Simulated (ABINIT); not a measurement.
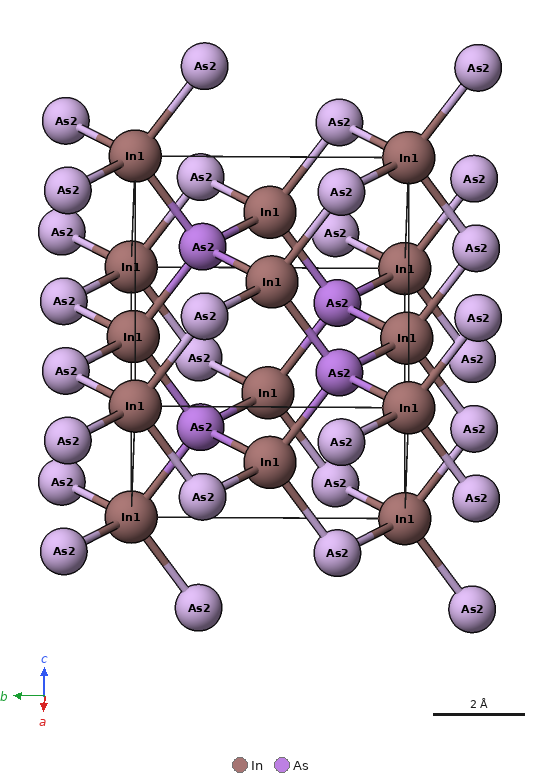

*The input geometry (ball-and-stick view of the cell 4 times as large as that of the calculation, set on its symmetry axes, seen at an oblique angle; neighbours outside the cell are drawn fainter; atoms are numbered from 1 in the order of the input).*

Near neighbours in the crystal (not all of them lie inside the picture): In has 4 As at 2.61 Å; As has 4 In at 2.61 Å.

Positron calculation of InAs (part 1 of 2)

System: InAs (F-43m, 2 atoms in the cell).
Method: Kohn-Sham DFT of a periodic cell, PBE, JTH PAW PBE v2.0, no spin polarisation (ABINIT 10.8.3).

The structure derives from an entry of the Crystallography Open Database.

Log:
```
.Version 10.8.3 of ABINIT
 DATASET    1 : space group F-4 3 m (#216); Bravais cF (face-center cubic)
================================================================================
 Values of the parameters that define the memory need for DATASET  1.
     intxc =       0    ionmov =       0      iscf =      17    lmnmax =      18
     lnmax =       6     mgfft =      30  mpssoang =       3    mqgrid =    3001
     natom =       2  nloc_mem =       2    nspden =       1   nspinor =       1
    nsppol =       1      nsym =      24    n1xccc =       1    ntypat =       2
    occopt =       3   xclevel =       2
       mpw =        1154          nfft =       27000          nkpt =          16
 PAW method is used; the additional fine FFT grid is defined by:
   mgfftf=        45    nfftf =     91125
================================================================================
================================================================================

 DATASET    2 : space group F-4 3 m (#216); Bravais cF (face-center cubic)
================================================================================
 Values of the parameters that define the memory need for DATASET  2.
     intxc =       0    ionmov =       0      iscf =      17    lmnmax =      18
     lnmax =       6     mgfft =      30  mpssoang =       3    mqgrid =    3001
     natom =       2  nloc_mem =       2    nspden =       1   nspinor =       1
    nsppol =       1      nsym =      24    n1xccc =       1    ntypat =       2
    occopt =       2   xclevel =       2
       mpw =         570          nfft =       27000          nkpt =           1
 PAW method is used; the additional fine FFT grid is defined by:
   mgfftf=        45    nfftf =     91125
================================================================================
================================================================================

--------------------------------------------------------------------------------
------------- Echo of variables that govern the present computation ------------
--------------------------------------------------------------------------------
 -outvars: echo values of preprocessed input variables --------
            acell      1.8897261259E+00  1.8897261259E+00  1.8897261259E+00 Bohr
              amu      1.14820000E+02  7.49215900E+01
             ecut      1.60000000E+01 Hartree
           getden1          0
           getden2          1
              ixc          11
      ixcpositron1          1
      ixcpositron2          3
           jdtset        1    2
           kptopt1          1
           kptopt2          0
         kptrlatt        6    0    0      0    6    0      0    0    6
          kptrlen1     4.83932011E+01
          kptrlen2     3.00000000E+01
            natom           2
            nband1         18
            nband2          1
           ndtset           2
            ngfft          30      30      30
          ngfftdg          45      45      45
             nkpt1         16
             nkpt2          1
            nstep          80
             nsym          24
           ntypat           2
           occopt1          3
           occopt2          2
        optforces1          2
        optforces2          0
        optstress1          1
        optstress2          0
        pawecutdg      3.20000000E+01 Hartree
         positron1          0
         positron2          1
           prtden1          1
           prtden2          0
        prtebands           0
           prteig           0
            prtwf           0
            rprim      0.0000000000E+00  3.0180000000E+00  3.0180000000E+00
                       3.0180000000E+00  0.0000000000E+00  3.0180000000E+00
                       3.0180000000E+00  3.0180000000E+00  0.0000000000E+00
           shiftk1     0.00000000E+00  0.00000000E+00  0.00000000E+00
           shiftk2     5.00000000E-01  5.00000000E-01  5.00000000E-01
          spgroup         216
           toldfe1     0.00000000E+00 Hartree
           toldfe2     1.00000000E-09 Hartree
           tolvrs1     1.00000000E-10
           tolvrs2     0.00000000E+00
           tsmear1     1.83746611E-03 Hartree
           tsmear2     1.00000000E-02 Hartree
            typat      1  2
           useylm           1
           xangst      0.0000000000E+00  0.0000000000E+00  0.0000000000E+00
                       4.5270000000E+00  4.5270000000E+00  4.5270000000E+00
            xcart      0.0000000000E+00  0.0000000000E+00  0.0000000000E+00
                       8.5547901720E+00  8.5547901720E+00  8.5547901720E+00
             xred      0.0000000000E+00  0.0000000000E+00  0.0000000000E+00
                       7.5000000000E-01  7.5000000000E-01  7.5000000000E-01
            znucl       49.00000   33.00000

================================================================================

 chkinp: Checking input parameters for consistency, jdtset=   1.

 chkinp: Checking input parameters for consistency, jdtset=   2.

================================================================================
== DATASET  1 ==================================================================

--- !DatasetInfo
iteration_state: {dtset: 1, }
dimensions: {natom: 2, nkpt: 16, mband: 18, nsppol: 1, nspinor: 1, nspden: 1, mpw: 1154, }
cutoff_energies: {ecut:  16.0, pawecutdg:  32.0, }
electrons: {nelect:   2.80000000E+01, charge:   0.00000000E+00, occopt:   3.00000000E+00, tsmear:   1.83746611E-03, }
meta: {optdriver: 0, ionmov: 0, optcell: 0, iscf: 17, paral_kgb: 0, }
...

 Exchange-correlation functional for the present dataset will be:
  GGA: Perdew-Burke-Ernzerhof functional - ixc=11
  J.P.Perdew, K.Burke, M.Ernzerhof, PRL 77, 3865 (1996)

 Real(R)+Recip(G) space primitive vectors, cartesian coordinates (Bohr,Bohr^-1):
 R(1)=  0.0000000  5.7031934  5.7031934  G(1)= -0.0876702  0.0876702  0.0876702
 R(2)=  5.7031934  0.0000000  5.7031934  G(2)=  0.0876702 -0.0876702  0.0876702
 R(3)=  5.7031934  5.7031934  0.0000000  G(3)=  0.0876702  0.0876702 -0.0876702
 Unit cell volume ucvol=  3.7100888E+02 bohr^3
 Angles (23,13,12)=  6.00000000E+01  6.00000000E+01  6.00000000E+01 degrees

 Coarse grid specifications (used for wave-functions):

 getcut: wavevector=  0.0000  0.0000  0.0000  ngfft=  30  30  30
         ecut(hartree)=     16.000   => boxcut(ratio)=   2.06797

 Fine grid specifications (used for densities):

 getcut: wavevector=  0.0000  0.0000  0.0000  ngfft=  45  45  45
         ecut(hartree)=     32.000   => boxcut(ratio)=   2.14230

--- Pseudopotential description ------------------------------------------------
- pspini: atom type   1  psp file is ./In.GGA_PBE-JTH.xml
 Pseudopotential format is: paw10
 basis_size (lnmax)=  6 (lmn_size= 18), orbitals=   0   0   1   1   2   2
 Spheres core radius: rc_sph= 2.50644782
 Shapefunction is BESSEL type: shapef(r,l)=aa(1,l)*jl(q(1,l)*r)+aa(2,l)*jl(q(2,l)*r)
 Radius for shape functions =  1.40569481
 Compensation charge density is not taken into account in XC energy/potential

- pspini: atom type   2  psp file is ./As.GGA_PBE-JTH.xml
 Pseudopotential format is: paw10
 basis_size (lnmax)=  6 (lmn_size= 18), orbitals=   0   0   1   1   2   2
 Spheres core radius: rc_sph= 2.10391912
 Shapefunction is BESSEL type: shapef(r,l)=aa(1,l)*jl(q(1,l)*r)+aa(2,l)*jl(q(2,l)*r)
 Radius for shape functions =  1.70360438
 Compensation charge density is not taken into account in XC energy/potential

   1.37430372E+03                                ecore*ucvol(ha*bohr**3)
--------------------------------------------------------------------------------

================================================================================

--- !BeginCycle
iteration_state: {dtset: 1, }
solver: {iscf: 17, nstep: 80, nline: 4, wfoptalg: 10, }
tolerances: {tolvrs: 1.00E-10, }
...

     iter   Etot(hartree)      deltaE(h)  residm     nres2
 ETOT  1  -171.14662650042    -1.711E+02 1.307E+00 4.296E+00
 ETOT  2  -171.92530444783    -7.787E-01 6.934E-02 3.194E+00
 ETOT  3  -171.92197450250     3.330E-03 1.787E-03 9.220E-01
 ETOT  4  -171.92019318177     1.781E-03 4.499E-03 3.457E-02
 ETOT  5  -171.92031033961    -1.172E-04 8.123E-04 2.196E-03
 ETOT  6  -171.92034375079    -3.341E-05 5.768E-04 1.215E-03
 ETOT  7  -171.92035238126    -8.630E-06 1.381E-04 2.785E-05
 ETOT  8  -171.92035295417    -5.729E-07 1.074E-04 2.230E-06
 ETOT  9  -171.92035303479    -8.062E-08 2.471E-05 1.257E-07
 ETOT 10  -171.92035303696    -2.169E-09 2.049E-05 3.103E-08
 ETOT 11  -171.92035303722    -2.545E-10 4.562E-06 1.826E-09
 ETOT 12  -171.92035303723    -1.515E-11 3.842E-06 3.847E-10
 ETOT 13  -171.92035303724    -9.209E-12 2.799E-06 4.881E-11

 At SCF step   13       nres2   =  4.88E-11 < tolvrs=  1.00E-10 =>converged.

 Cartesian components of stress tensor (hartree/bohr^3)
  sigma(1 1)= -1.33855103E-04  sigma(3 2)=  0.00000000E+00
  sigma(2 2)= -1.33855103E-04  sigma(3 1)=  0.00000000E+00
  sigma(3 3)= -1.33855103E-04  sigma(2 1)=  0.00000000E+00

--- !ResultsGS
iteration_state: {dtset: 1, }
comment   : Summary of ground state results
lattice_vectors:
- [  0.0000000,   5.7031934,   5.7031934, ]
- [  5.7031934,   0.0000000,   5.7031934, ]
- [  5.7031934,   5.7031934,   0.0000000, ]
lattice_lengths: [   8.06553,    8.06553,    8.06553, ]
lattice_angles: [ 60.000,  60.000,  60.000, ] # degrees, (23, 13, 12)
lattice_volume:   3.7100888E+02
convergence: {deltae: -9.209E-12, res2:  4.881E-11, residm:  2.799E-06, diffor: null, }
etotal    :  -1.71920353E+02
entropy   :   0.00000000E+00
fermie    :   1.53671595E-01
cartesian_stress_tensor: # hartree/bohr^3
- [ -1.33855103E-04,   0.00000000E+00,   0.00000000E+00, ]
- [  0.00000000E+00,  -1.33855103E-04,   0.00000000E+00, ]
- [  0.00000000E+00,   0.00000000E+00,  -1.33855103E-04, ]
pressure_GPa:   3.9382E+00
xred      :
- [  0.0000E+00,   0.0000E+00,   0.0000E+00, In]
- [  7.5000E-01,   7.5000E-01,   7.5000E-01, As]
cartesian_forces: # hartree/bohr
- [  4.79506408E-29,   7.37702166E-31,  -4.94260451E-29, ]
- [ -4.79506408E-29,  -7.37702166E-31,   4.94260451E-29, ]
force_length_stats: {min:   6.88675693E-29, max:   6.88675693E-29, mean:   6.88675693E-29, }
...

 Integrated electronic density in atomic spheres:
 ------------------------------------------------
 Atom  Sphere_radius  Integrated_density
    1        2.50645         11.22759267
    2        2.10392         12.69926024

================================================================================

 ----iterations are completed or convergence reached----

 Mean square residual over all n,k,spin=   18.132E-09; max=  27.987E-07
 reduced coordinates (array xred) for    2 atoms
       0.000000000000      0.000000000000      0.000000000000
       0.750000000000      0.750000000000      0.750000000000
 rms dE/dt=  3.1115E-28; max dE/dt=  5.3853E-28; dE/dt below (all hartree)
    1       0.000000000000      0.000000000000     -0.000000000000
    2      -0.000000000000     -0.000000000000      0.000000000000

 cartesian coordinates (angstrom) at end:
    1      0.00000000000000     0.00000000000000     0.00000000000000
    2      4.52700000000000     4.52700000000000     4.52700000000000

 cartesian forces (hartree/bohr) at end:
    1      0.00000000000000     0.00000000000000    -0.00000000000000
    2     -0.00000000000000    -0.00000000000000     0.00000000000000
 frms,max,avg= 3.9760710E-29 4.9426045E-29   0.000E+00  0.000E+00  0.000E+00 h/b

 cartesian forces (eV/Angstrom) at end:
    1      0.00000000000000     0.00000000000000    -0.00000000000000
    2     -0.00000000000000    -0.00000000000000     0.00000000000000
 frms,max,avg= 2.0445779E-27 2.5415894E-27   0.000E+00  0.000E+00  0.000E+00 e/A
 length scales=  1.889726125908  1.889726125908  1.889726125908 bohr
              =  1.000000000000  1.000000000000  1.000000000000 angstroms
 Fermi (or HOMO) energy (hartree) =   0.15367   Average Vxc (hartree)=  -0.33234
 Eigenvalues (hartree) for nkpt=  16  k points:
 kpt#   1, nband= 18, wtk=  0.00463, kpt=  0.0000  0.0000  0.0000 (reduced coord)
  -1.13329   -1.13329   -1.13329   -1.13304   -1.13304   -0.37677   -0.37677   -0.37677
  -0.37216   -0.37216   -0.28543    0.14509    0.15233    0.15233    0.15233    0.29566
   0.29566    0.29566
      occupation numbers for kpt#   1
   2.00000    2.00000    2.00000    2.00000    2.00000    2.00000    2.00000    2.00000
   2.00000    2.00000    2.00000    1.98145    1.34879    1.34879    1.34879    0.00000
   0.00000    0.00000
 prteigrs : prtvol=0 or 1, do not print more k-points.

--- !EnergyTerms
iteration_state     : {dtset: 1, }
comment             : Components of total free energy in Hartree
kinetic             :  1.79444388452395E+01
hartree             :  6.04262170332962E+01
xc                  : -9.71992972436804E+00
Ewald energy        : -9.28949151399889E+01
psp_core            :  3.70423402508401E+00
local_psp           : -1.60716446712944E+02
PAW spherical_terms :  9.33608198749983E+00
internal            : -1.71920319686181E+02
'-kT*entropy'       : -3.50467183182145E-05
total_energy        : -1.71920354732899E+02
total_energy_eV     : -4.67819117618300E+03
...
```
